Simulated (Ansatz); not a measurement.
Read the following structure.

```cif
data_structure
_symmetry_space_group_name_H-M 'P 1'
_symmetry_Int_Tables_number 1
_cell_length_a 3.3187
_cell_length_b 3.3187
_cell_length_c 3.3187
_cell_angle_alpha 90.000
_cell_angle_beta 90.000
_cell_angle_gamma 90.000
_cell_volume 36.55
loop_
_atom_site_label
_atom_site_type_symbol
_atom_site_fract_x
_atom_site_fract_y
_atom_site_fract_z
_atom_site_occupancy
Al1 Al 0.00000 0.00000 0.00000 1
Co1 Co 0.50000 0.50000 0.00000 1
Co2 Co 0.50000 0.00000 0.50000 1
Co3 Co 0.00000 0.50000 0.50000 1
```

> What does this file describe?

It has the composition AlCo₃. It is primitive cubic, space group Pm-3m (No. 221). Its structure type: Cu₃Au (L1₂) type. Atoms per cell: 4 (1 Al, 3 Co). About every Al there are twelve Co in a cuboctahedral arrangement at 2.35 Å. The neighbours of Co are eight Co and four Al in a cuboctahedral arrangement (2.35 Å to Co, 2.35 Å to Al). The bonds build a three-dimensional framework.

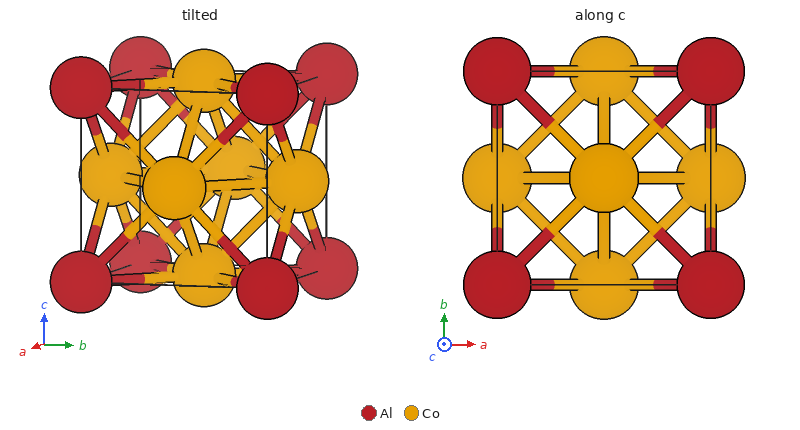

This ball-and-stick model is shown slightly off an axis and along the c axis. The edges of the conventional unit cell are marked. Colours: aluminium red, cobalt orange.

The model was built from a structure listed in the Materials Project. Earlier steps of the study, as a rule a relaxation of our own, may have changed the cell and positions, so they can lie some per cent off the listed ones. It went into a calculation with Ansatz.

At this level of theory the run's own cell isn't at rest (compressed, at 49 GPa), so its distances can differ from those at equilibrium, the more so the softer the solid.
